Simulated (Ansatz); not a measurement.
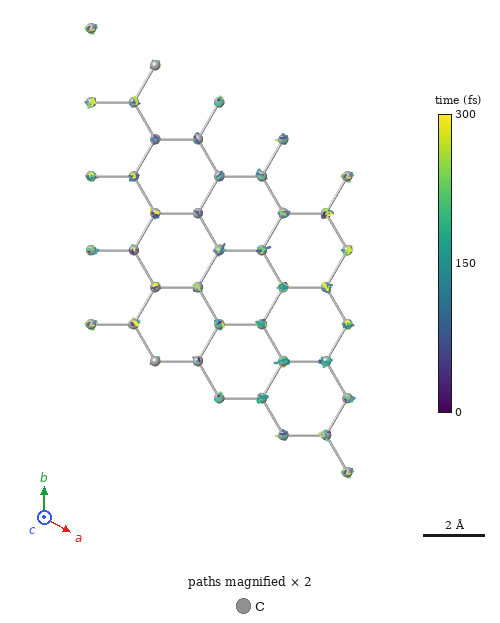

First-principles dynamics of a slab of graphene monolayer (32 atoms in the cell), 300 fs long. Lines trace each atom's path, coloured by time; spheres stand at the starting positions. The excursions are magnified 2 times. Seen along the c axis in the simulation cell, with the vacuum cut short.

Theory: DFT PBE-D3(BJ), scalar-relativistic, plane waves, PAW in Ansatz 0.2.0. Run with plane-wave cutoff 420 eV; k-point mesh 2 × 2 × 1; Fermi-Dirac smearing 0.02 eV; low-accuracy preset; Langevin thermostat (NVT); set temperature 700 K; time step 1 fs; friction 0.02 per fs.

Q: What do the traces tell about the motion?

A: In the second half of the run the atoms are, in the root-mean-square, this far from where they began (common drift taken out): C 0.12 Å. That is small against the typical shortest distance between atoms in the first frame, about 1.4 Å: the atoms vibrate about their sites and the arrangement holds.

Limits of the set-up: the program's low-accuracy preset was used.

Cost: 14 min on 2 threads of AMD EPYC 9R45 96-Core Processor (Zen 5) (shared host), peak memory 1.7 GiB.
